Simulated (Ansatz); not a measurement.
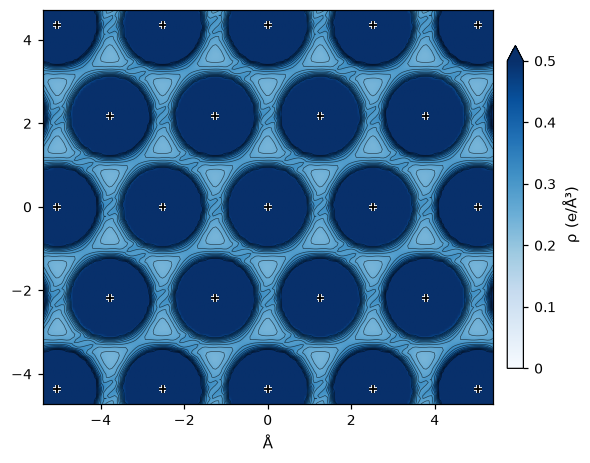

The valence electron density on a plane through atoms (crosses mark nuclei in the plane).

The calculation used Ansatz, DFT PBEsol, scalar-relativistic, plane waves, PAW.

Candidates:
A. Al, a = 2.82 Å, b = 2.82 Å, c = 9.25 Å, α = 90.00°, β = 90.00°, γ = 120.00°. Space group P6₃/mmc; a structure from a database of computed crystals, not necessarily the ambient phase.
B. TiAl₂ (slab), a = 3.90 Å, b = 3.97 Å, c = 25.17 Å, α = 90.00°, β = 90.00°, γ = 90.00°. Computed without spin polarisation.
C. Cu, a = 5.04 Å, b = 5.04 Å, c = 5.04 Å, α = 60.00°, β = 60.00°, γ = 60.00°. Space group Fm-3m; a structure from a database of computed crystals, not necessarily the ambient phase; computed without spin polarisation.

Question: Which system is this?

Answer: Candidate C: Cu on the (010) plane of the calculation cell, which holds Cu. Cu–Cu (2.52 Å): ρ is about 0.29 e/Å³ halfway.
